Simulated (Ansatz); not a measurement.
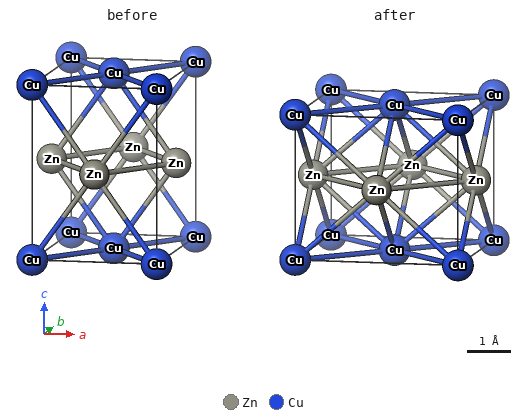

The structure of a crystal of ZnCu (set up in Cmmm) before (left) and after (right) a relaxation, at one scale.

A ball-and-stick model of the conventional cell (2 times the calculation's cell), seen slightly off an axis. Lengths and directions refer to the drawn axes.

Theory: Ansatz, DFT PBE, scalar-relativistic, plane waves, PAW. Settings: plane-wave cutoff 420 eV; k-point mesh 18 × 18 × 10; occupations gaussian; smearing width 0.1 eV; no spin polarisation; cell and atoms relaxed; force threshold 0.005 eV/Å; at most 80 steps.

> What changed between the two?

The energy falls by 41.4 meV per atom in 19 accepted moves (24 points after the start). All forces vanish by symmetry, so only the cell relaxes. Pressure: 0.14 GPa at the start and 0.01 GPa at the end. The line search rejected the trial steps at points 5, 8 of the run. The SCF was repeated 3 times at an unchanged geometry on a basis and grid sized afresh for the cell, which shifted the energy by 5.2 meV per atom at most. No atom moves by more than 0.005 Å relative to the cell. The drawn cell changes as follows: a 2.976 → 3.895 Å (+30.9 %), b 4.243 → 3.894 Å (−8.2 %), c 4.141 → 3.434 Å (−17.1 %); the volume changes by −0.4 %. Some distances before and after: Cu–Zn 2.964 → 2.596 Å, Zn–Zn 2.591 → 2.754 Å, Cu–Cu 2.591 → 2.754 Å, Cu–Zn 2.550 → 2.596 Å. The space group (tolerance 0.01 Å) goes from Cmmm (No. 65) to P4/mmm (No. 123). The run took roughly 6 core-minutes on a shared host.
